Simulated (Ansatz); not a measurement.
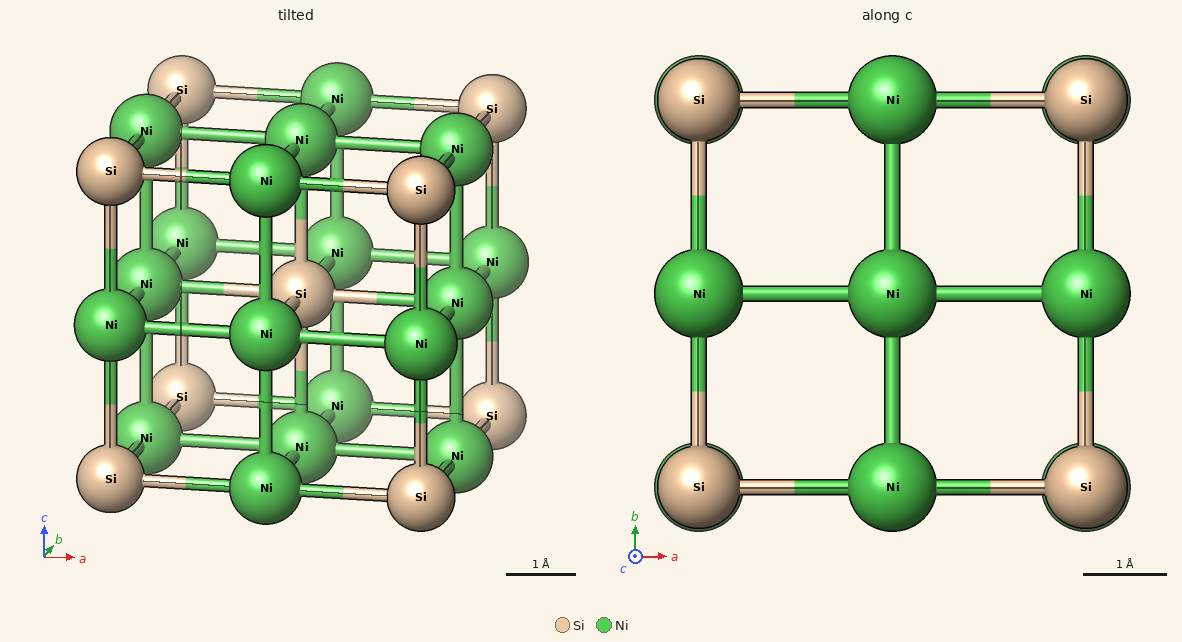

View slightly off an axis and along the c axis, drawn as a ball-and-stick model. The wireframe shows the conventional unit cell. Cell: a = 4.67 Å, b = 4.67 Å, c = 4.67 Å, α = 90.00°, β = 90.00°, γ = 90.00°.

The starting point was a random cell made by a generator, so it need not be a real form of the compound. Earlier steps of the study may have refined or changed the cell and positions. It was run through Ansatz as a DFT input.

Q: In words:

A: The solid is SiNi3. The symmetry is that of Im-3m (No. 229), on a body-centred cubic lattice. Cell content: 2 Si, 6 Ni, that is 2 formula units. The coordination shell of Si holds six Ni in an octahedral arrangement at about 2.3 Å. The neighbours of Ni are four Ni and two Si in an octahedral arrangement (about 2.3 Å to Ni, 2.3 Å to Si). The bonds build a three-dimensional framework.

The calculation used DFT PBE, scalar-relativistic, plane waves, PAW in Ansatz 0.2.0, with a 420 eV plane-wave basis, k-points about 0.14 Å⁻¹ apart, Gaussian smearing of 0.1 eV, no spin polarisation (a spin-restricted run, not always the ground state).

Q: Metal or not?

A: A metal: bands cross the Fermi level.

Q: State the Bader charges by element.

A: Si +0.45 e; Ni -0.15 e.

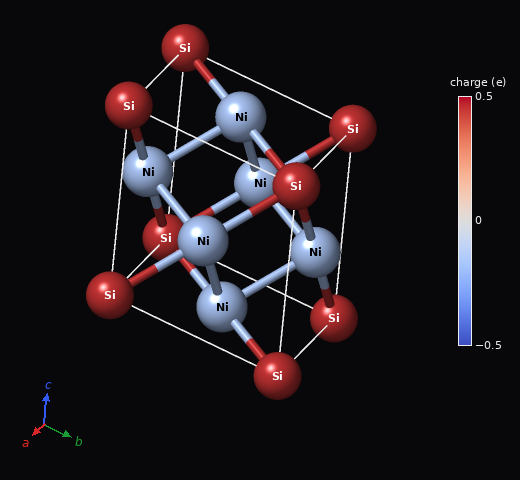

The atoms coloured by those charges. The run's cell of 4 atoms is drawn, so axes and origin can differ from the first picture.

Q: Is this the optimised geometry for these settings?

A: Yes. All forces vanish to within 0.01 eV/Å. The pressure is 0.0 GPa, close to zero.
